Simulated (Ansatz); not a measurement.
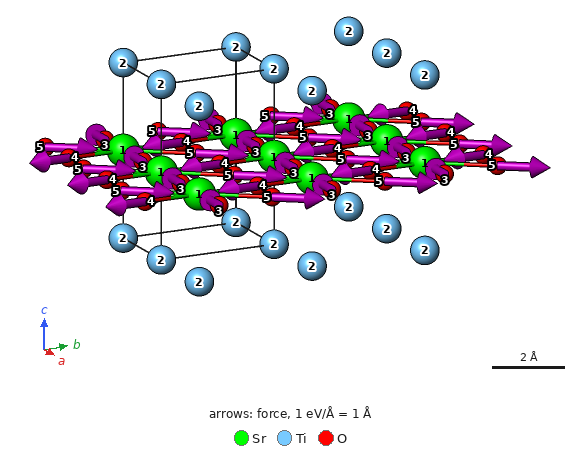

Starting geometry of a crystal of SrTiO₃ (a generated structure, set up in P-62m) (coarse preliminary run) with the computed forces as purple arrows. The picture is a ball-and-stick view of the cell of the calculation, repeated 2 × 2 × 1 with one cell outlined, seen slightly off an axis.

Method: DFT PBE, scalar-relativistic, plane waves, PAW (Ansatz 0.2.0). (plane-wave cutoff 420 eV; k-point mesh 6 × 6 × 4; occupations gaussian; smearing width 0.1 eV; collinear spin; cell and atoms relaxed; force threshold 0.04 eV/Å; at most 70 steps)

> What follows when this structure is relaxed?

It isn't relaxed: the largest force vector, on O atoms, is 1.56 eV/Å. The atoms end up moving mostly along the starting forces (cosine between the two patterns 1.00). The largest moves relative to the cell, 0.082 Å, are those of O3, O4 and O5. O4 goes along −b. Ti and Sr stay in place. Cell: a = b 4.416 → 4.721 Å (+6.9 %), c 4.994 → 6.436 Å (+28.9 %). Volume +47.3 %. Among the contacts that change: Sr1–Ti2 2.497 → 3.218 Å, Sr1–O3 2.131 → 2.361 Å, Sr1–O3 (another image) 2.285 → 2.361 Å. The space group (tolerance 0.01 Å) goes from P-62m (No. 189) to P6/mmm (No. 191). Over 10 accepted moves (13 points after the start) the energy falls by 1.505 eV per cell of the calculation. The largest force component goes from 1.6 to under 0.0001 eV/Å. The pressure goes from 17.97 to 0.07 GPa. At 3 points the geometry stayed and the basis and grid were re-selected for the new cell (energy shift of 0.226 eV per cell of the calculation at most each time). Cost: 4.1 min on 1 thread of Intel(R) Xeon(R) Processor @ 2.70GHz (shared host), peak memory 0.46 GiB.
